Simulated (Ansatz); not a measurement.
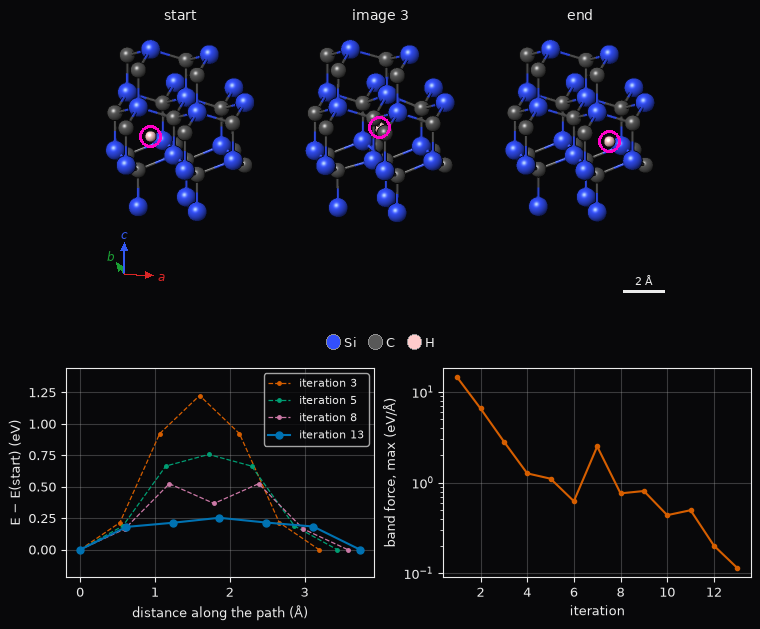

A nudged-elastic-band calculation for a defect cell of composition Si₁₆HC₁₆ (33 atoms in the cell). Images are numbered from 0 (start) to 6 (end). The plot follows the band through its iterations. A ball-and-stick model of the atoms within 4.5 Å of the middle of the path, seen slightly off an axis. The moving atom is ringed, with any periodic copies. Bonds to atoms that aren't drawn are left out.

These are results of DFT PBE, scalar-relativistic, plane waves, PAW (Ansatz), not measurements. Settings: plane-wave cutoff 420 eV; k-point mesh 2 × 2 × 2; Gaussian smearing 0.02 eV; spin collinear; 5 movable images; climbing image.

Question: Judge this run.

Answer: The result isn't final. The run hit its time limit after 13 iterations, unconverged. The largest component of the band force went from 15 to 0.11 eV/Å. The barrier read from it is provisional, though the highest image hardly moved in the last two iterations. The first iteration put the highest image at 4.572 eV. The barrier is about 0.254 eV in both directions, with image 3 at the top; the ends have the same energy.

Limits of the set-up: the periodic images lie only 6.2 Å apart, so the values are limited by the cell's size.
